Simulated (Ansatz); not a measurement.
CdS (P6_3mc): least direct gap against volume

The cell of CdS (P6_3mc) is scaled evenly and the response computed anew at each volume, on one mesh. The atoms keep their fractional positions.

Symmetry: P6_3mc, No. 186, hexagonal system. The conventional cell has a = 4.150 Å, b = 4.150 Å, c = 6.737 Å, α = 90.00°, β = 90.00°, γ = 120.00°. Around Cd on site b lie 4 S at 2.53 to 2.54 Å. Around S on site b lie 4 Cd at 2.53 to 2.54 Å.

Method: Ansatz 0.2.0, PBE, independent particles, k-mesh 6×6×4 with interpolation inside its cells, Gaussian parameter 0.1 eV.

Launch of the response step: `ansatz run input.yaml --threads 4 --pin off --max-ram 8192MiB --backend cpu --events-out ev --progress --plain --runs-dir out`. The series took 5.0 min in all, on 4 threads of Arm Neoverse V2 (shared host).

| V/V₀ | V (Å³, primitive cell) | least direct gap (eV) |
| --- | --- | --- |
| 0.94 | 94.45 | ? |
| 0.96 | 96.46 | 1.2904 |
| 0.98 | 98.47 | 1.2430 |
| 1.00 | 100.48 | 1.1960 |
| 1.02 | 102.49 | 1.1493 |
| 1.04 | 104.50 | 1.1031 |
| 1.06 | 106.51 | 1.0574 |

For small changes the quantity should be close to linear in ln V.

Working, on the rows shown:

| x = ln(V/V₀) | y = least direct gap |
| --- | --- |
| -0.040822 | 1.2904 |
| -0.0202027 | 1.243 |
| 0 | 1.196 |
| 0.0198026 | 1.1493 |
| 0.0392207 | 1.1031 |
| 0.0582689 | 1.0574 |

Means: x̄ = 0.0093779, ȳ = 1.1732. Σ(x − x̄)(y − ȳ) = -0.01616, Σ(x − x̄)² = 0.006873. Slope = -0.01616 / 0.006873 = -2.352; intercept = ȳ − slope · x̄ = 1.1953. The line misses the rows shown by at most 0.00087 eV.

Question: What does the fit predict for the withheld row, and how well does it do?

Answer: At x = -0.061875 the line gives y = 1.3408 eV. The run gave 1.3380 eV, so the extrapolation is off by 0.0028 eV, 1.0 % of the range in the table.

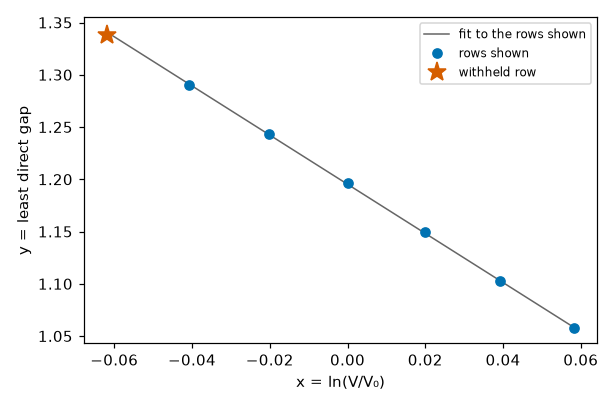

Between the rows on either side of x = 0 the slope is (1.1493 − 1.243) / (0.019803 − (-0.020203)) = -2.342. That is a volume deformation potential of -2.3 eV: the least direct gap on this mesh widens by 23 meV for each per cent of compression. The cell comes from an older database entry, whose edges can be off by a per cent or so. PBE gaps are as a rule too small. Spin-orbit coupling is left out.
